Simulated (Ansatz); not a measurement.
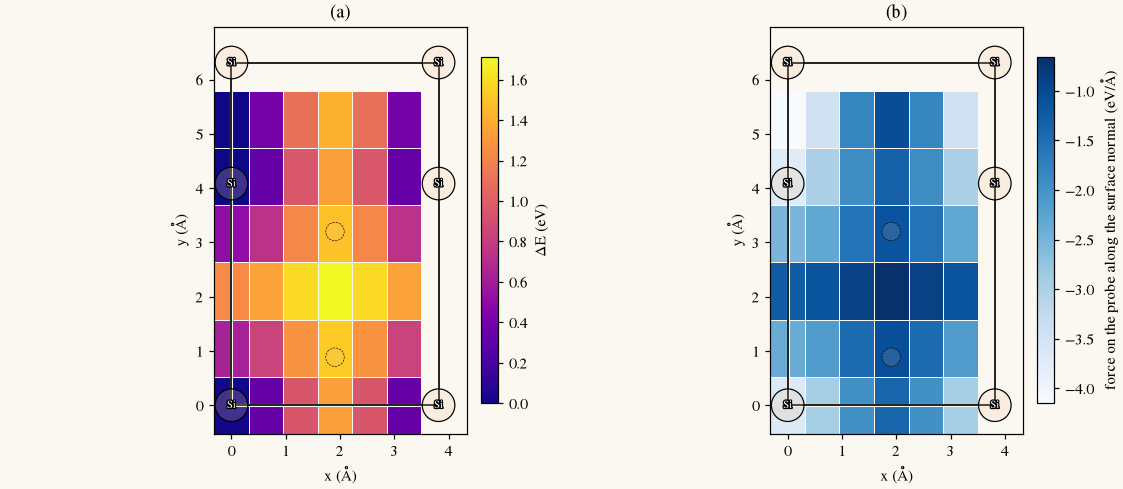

O on a Si(100) slab cut from the P6_3/mmc phase, its upper half relaxed before the scan (8 atoms of substrate and one adsorbate in a 1 × 1 cell). 
- O is moved over the surface cell at a fixed height above a rigid substrate; the origin of the map has the adsorbate above Si7; the height is held at 2.20 Å.
- Places are given modulo a cell vector. The map is drawn in real space over the plane of the surface.
- The grid has 6 × 6 points; 24 points were computed and 12 follow by symmetry.
- Energies are in eV, from the lowest grid point.
- The magnetic moment jumps between some neighbouring points. With one adsorbate in each 1 × 1 cell, its nearest image is 3.8 Å away, so neighbouring adsorbates interact. At a fixed height the lowest place need not be the adsorption site.
- Computed with DFT PBE+D3(BJ), scalar-relativistic, plane waves, PAW (Ansatz 0.2.0). Settings: cutoff 420 eV, k-mesh 7×4×1, gaussian smearing 0.05 eV, spin-polarised.

Panel (a) is the energy and panel (b) the computed force on the probe along the surface normal on the same grid.

The picture shows one coloured cell a grid point, labelled circles for the atoms of the top layer and small ones for the second layer, the outline of one cell of the plane.

Q: How does the force on the probe along the surface normal vary over the map, and what is it at the lowest grid point?

A: It runs from −4.15 eV/Å at (0/6, 5/6) of the cell vectors [nearest 2 Si at 2.47 Å] to −0.66 eV/Å at (3/6, 2/6) of the cell vectors [nearest 2 Si at 3.32 Å]. At the lowest grid point, (0/6, 4/6) of the cell vectors [nearest 1 Si at 2.20 Å], it is −3.72 eV/Å.

PAW datasets: the set soft_1.
